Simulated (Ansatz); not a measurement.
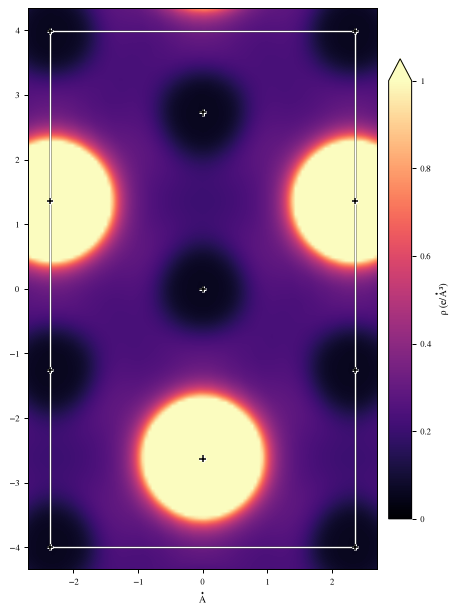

The valence charge density (pseudo) on a plane through atoms (crosses mark nuclei in the plane).

Level of theory: DFT r2SCAN, scalar-relativistic, plane waves, PAW (Ansatz 0.2.0).

Candidates:
A. Al₂Ru, a = 4.71 Å, b = 7.98 Å, c = 8.78 Å, α = 90.00°, β = 90.00°, γ = 90.00°. Space group Fddd; a structure from a database of computed crystals, not necessarily the ambient phase; computed without spin polarisation.
B. TiPbO₃, a = 3.86 Å, b = 3.86 Å, c = 4.31 Å, α = 90.00°, β = 90.00°, γ = 90.00°. Space group P4mm; computed without spin polarisation.

> Which candidate gave the map?

Candidate A: Al₂Ru on the (001) plane of the conventional cell, which holds Al and Ru. Al–Ru (2.63 Å): the density is about 0.35 e/Å³ at the midpoint. Al–Al (2.67 Å): ρ is about 0.23 e/Å³ halfway.
